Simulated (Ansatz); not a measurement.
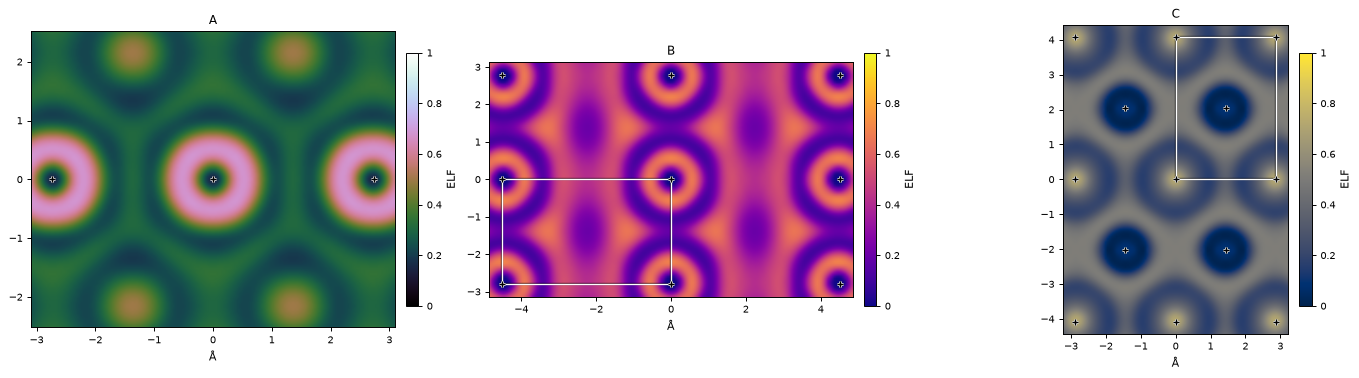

The ELF of 3 systems, each on a plane through atoms (crosses mark nuclei in the plane).

These are results of Kohn-Sham DFT of a periodic cell, r2SCAN, Ansatz PAW (Ansatz), not measurements.

System 1: Ru, the (010) plane of the conventional cell. Space group P6₃/mmc; computed pressure about −14 GPa in this cell.

```
CELL_PARAMETERS angstrom
2.74141 0.00000 0.00000
-1.37070 2.37413 0.00000
0.00000 0.00000 4.33825
ATOMIC_POSITIONS crystal
Ru 0.66667 0.33333 0.75000
Ru 0.33333 0.66667 0.25000
```

System 2: AlNi, the (110) plane of the conventional cell. Space group Pm-3m; computed pressure about −3 GPa in this cell; the program warned that a starting moment wasn't kept; spin-polarised, but the moments vanished.

System 3: Ti, the (010) plane of the conventional cell. Space group P6/mmm; a structure from a database of computed crystals, not necessarily the ambient phase; computed pressure about 5 GPa in this cell.

```
Ti
1.0
     4.50565    0.00000    0.00000
    -2.25282    3.90200    0.00000
     0.00000    0.00000    2.78805
Ti
3
Direct
  0.66667 0.33333 0.50000
  0.33333 0.66667 0.50000
  0.00000 0.00000 0.00000
```

Match each panel to its system.

Panel A is system 1, Ru: the plane holds Ru. Ru–Ru (2.74 Å): the ELF is about 0.30 at the midpoint. Panel B is system 3, Ti: the plane holds Ti. Ti–Ti (2.79 Å): the ELF is about 0.20 at the midpoint; no shared electron pair shows on this line. Panel C is system 2, AlNi: the plane holds Ni and Al. Al–Ni (2.50 Å): the ELF is about 0.40 at the midpoint.
